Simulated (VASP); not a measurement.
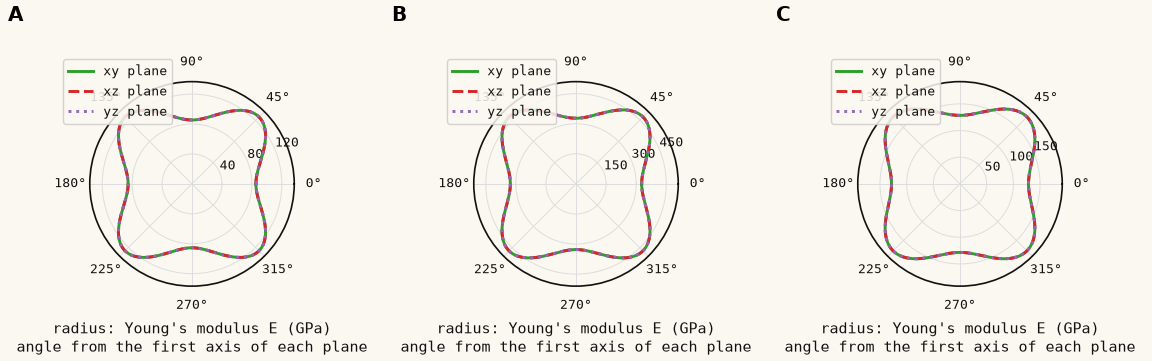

Each panel shows the Young's modulus as a function of direction in the xy, xz and yz planes for one of these solids: AlP, F-43m (No. 216), 20.1 Å³/atom; BeS, F-43m (No. 216), 13.8 Å³/atom; SiC, F-43m (No. 216), 10.2 Å³/atom.

Calculation (VASP 6.6.1): plane-wave DFT, no spin polarisation; elastic constants in Voigt order on the axes of the given cell. Level: LDA.

Question: Match the panels to the solids.

Answer: A is AlP (E along x, y, z: 85.4, 85.4, 85.4 GPa); B is SiC (E along x, y, z: 327, 327, 327 GPa); C is BeS (E along x, y, z: 128, 128, 128 GPa).

For AlP, limits of the calculation: lda forms differ.

For BeS, limits of the calculation: lda forms differ.
